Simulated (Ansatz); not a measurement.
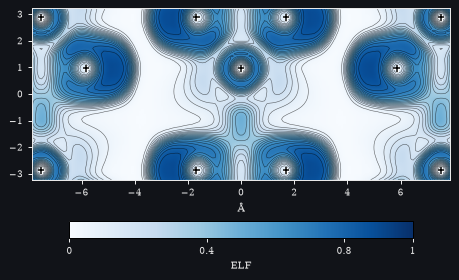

The electron localisation function on a plane through atoms (crosses mark nuclei in the plane).

Computed with Ansatz 0.2.0, DFT PBE, scalar-relativistic, plane waves, PAW.

Candidates:
A. Al17N15 (cell charge −2, with a compensating background) (cell with a defect), a = 7.63 Å, b = 7.63 Å, c = 7.63 Å, α = 109.47°, β = 109.47°, γ = 109.47°. 
B. WSe2, a = 3.32 Å, b = 3.32 Å, c = 15.04 Å, α = 90.00°, β = 90.00°, γ = 120.00°. Space group P6₃/mmc; a structure from a database of computed crystals, not necessarily the ambient phase.

> Which system is this?

Candidate B: WSe2 on the (110) plane of the conventional cell, which holds W and Se. W–Se (2.55 Å): the ELF is about 0.55 at the midpoint.
